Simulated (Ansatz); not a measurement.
A periodic structure is given below.

```xyz
21
Lattice="4.4982 0.0000 0.0000 -2.2491 5.0292 0.0000 0.0000 0.0000 25.0583" Properties=species:S:1:pos:R:3 pbc="T T T"
Ga    2.2491    2.0117    7.5000
N     3.3737    0.5029    8.0029
Ga    0.0000    4.0233    8.5058
N     1.1246    2.5146    9.0088
Ga    0.0000    1.0058    9.5117
N    -1.1246    4.5263   10.0146
Ga    2.2491    3.0175   10.5175
N     3.3737    1.5088   11.0204
Ga    2.2491    0.0000   11.5233
N     1.1246    3.5204   12.0263
Ga    0.0000    2.0117   12.5292
N     1.1246    0.5029   13.0321
Ga    2.2491    4.0233   13.5350
N    -1.1246    2.5146   14.0379
Ga    2.2491    1.0058   14.5408
N     1.1246    4.5263   15.0438
Ga    0.0000    3.0175   15.5467
N     1.1246    1.5088   16.0496
Ga    0.0000    0.0000   16.5525
N    -1.1246    3.5204   17.0554
Ga    2.2491    2.0117   17.5583
```

Before looking at a picture, describe the arrangement of atoms.

The stoichiometry is Ga11N10. One cell contains 11 Ga, 10 N, 21 atoms in all. With all contacts inside bonding distance counted, the coordination numbers are Ga 2 to 4 (mean 3.5) and N 3 to 4 (mean 3.8). The bonds build Ga11N10 layers parallel to (001).

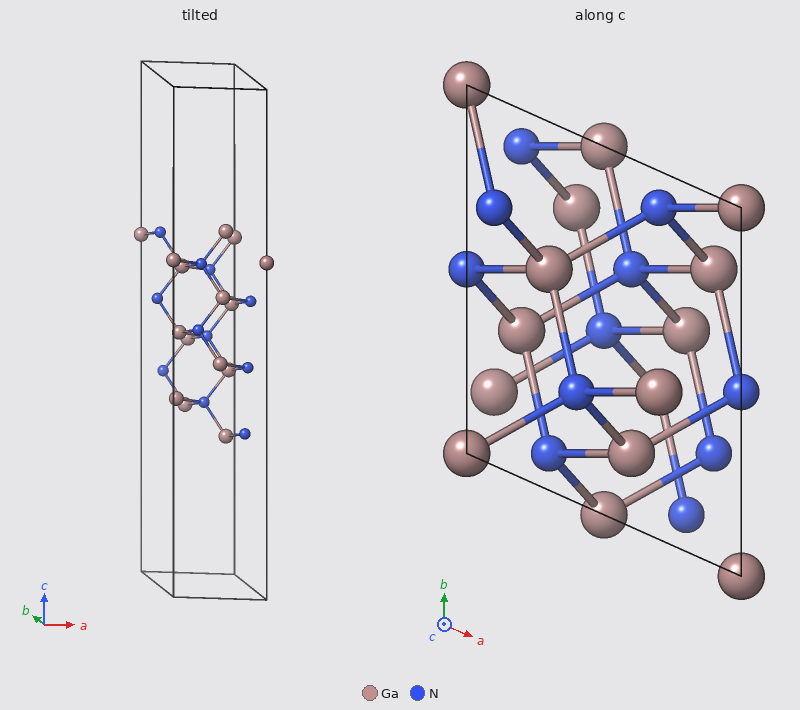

The structure above is drawn in ball-and-stick style and viewed slightly off an axis and along the c axis. One simulation cell is framed, with atoms on its boundary repeated. Colours: gallium pink, nitrogen blue.

The starting point was a structure listed in the Materials Project, from which a slab was cut. Earlier steps of the study, as a rule a relaxation of our own, may have changed the cell and positions, so they can lie some per cent off the listed ones. It was the input of a calculation with Ansatz.

At this level of theory the run's own cell isn't at rest (forces up to 1.6 eV/Å), so its distances can differ from those at equilibrium, the more so the softer the solid.
